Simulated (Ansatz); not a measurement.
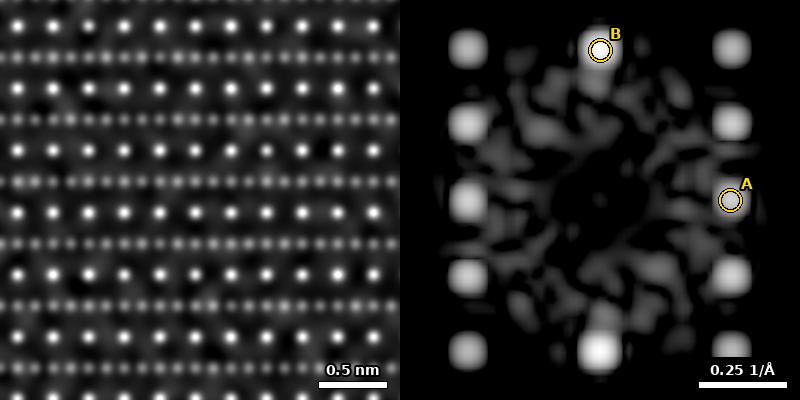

HAADF-like image of a crystal. The image is simulated as a sum over atoms of Z^1.8, blurred by a 0.78 Å probe (no channelling). The probe carries 15 % of its weight in a tail 2.5 times as wide. The speckle of an amorphous layer was added.

The right panel is the modulus of the image's Fourier transform on a logarithmic scale.

Q: Which lattice spacings do the marked spots stand for, and what angle do A and B enclose?

A: 2.7 Å, B: 2.3 Å; A and B enclose about 90°.

The crystal is W (P6/mmm, No. 191) along [100]; the spots are (001) and (0 -2 0). Structure: the geometry relaxed with DFT PBE, scalar-relativistic, plane waves, PAW (Ansatz 0.2.0); the starting structure was generated, so it need not be a known form of this composition.
